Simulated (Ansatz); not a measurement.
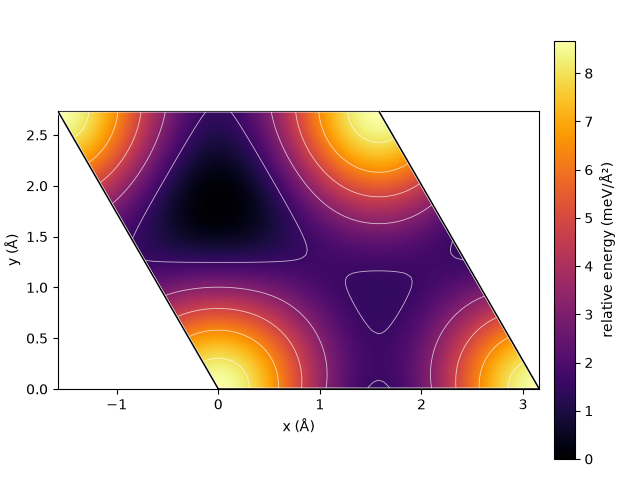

A bilayer of two WS₂ sheets (1H type), the upper one turned by 180 degrees about the normal (6 atoms in the cell). 
- The upper layer of a bilayer is slid over the lower one; relaxed at each slide: nothing; the origin of the map has S4 above S3; the distance between the facing planes is held at 3.29 Å.
- Places are given modulo a cell vector. The map is drawn in real space over the plane of the slide.
- The scan uses a 6 × 6 grid; 10 points were computed and 26 follow by symmetry.
- Energies are in meV/Å², from the lowest grid point.
- At a held distance the lowest stacking need not be the one that binds best once the distance relaxes.
- The calculation used Ansatz, DFT PBE+D3(BJ), scalar-relativistic, plane waves, PAW. Settings: cutoff 420 eV, k-mesh 9×9×1, gaussian smearing 0.05 eV, no spin polarisation.

The picture shows a smooth colour map with a few white contour lines, the outline of one cell of the plane. Between grid points the surface is interpolated.

The lowest grid point is at (2/6, 4/6) of the cell vectors. A higher local minimum lies near (4/6, 2/6) of the cell vectors (1.4 meV/Å² above the lowest at that grid point). The highest grid point, (0/6, 0/6) of the cell vectors, lies 8.7 meV/Å² above the lowest. On the interpolated surface the easiest way out of the lowest well to the well at (4/6, 2/6) of the cell vectors passes a barrier of about 1.7 meV/Å². Facing atoms of the upper layer at the lowest point: S above W of a deeper plane, the W behind them above S; at the highest: S above S.

The upper layer is now not turned; all else is set up alike.

Question: How does the landscape change?

Answer: The lowest place stays at (2/6, 4/6) of the cell vectors. The span from the lowest to the highest grid point grows from 8.7 to 9.3 meV/Å². The easiest pass out of the lowest well goes from about 1.7 to about 0.93 meV/Å² on the interpolated surfaces. In the new map: facing atoms of the upper layer at the lowest point: S above W of a deeper plane; at the highest: S above S, the W behind them above W.

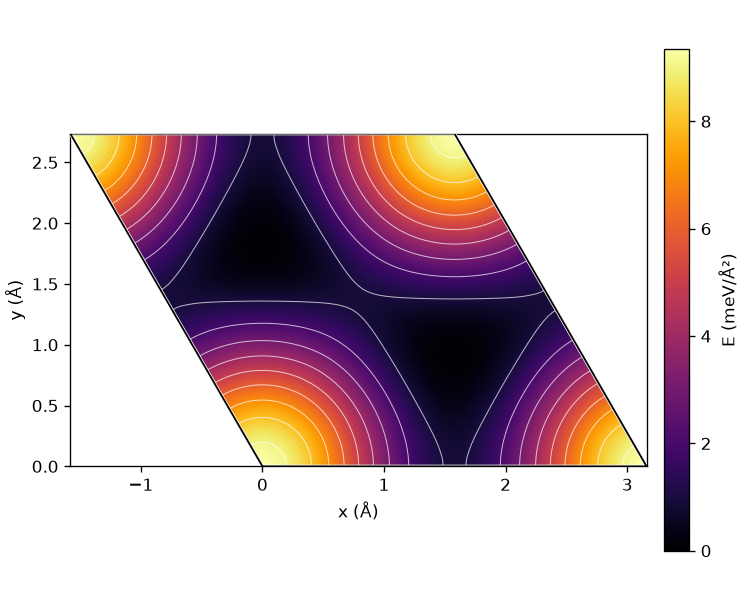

The map after the change, on a colour scale of its own. The picture shows a smooth colour map with a few white contour lines, the outline of one cell of the plane. Between grid points the surface is interpolated.

PAW datasets: the set soft_1.
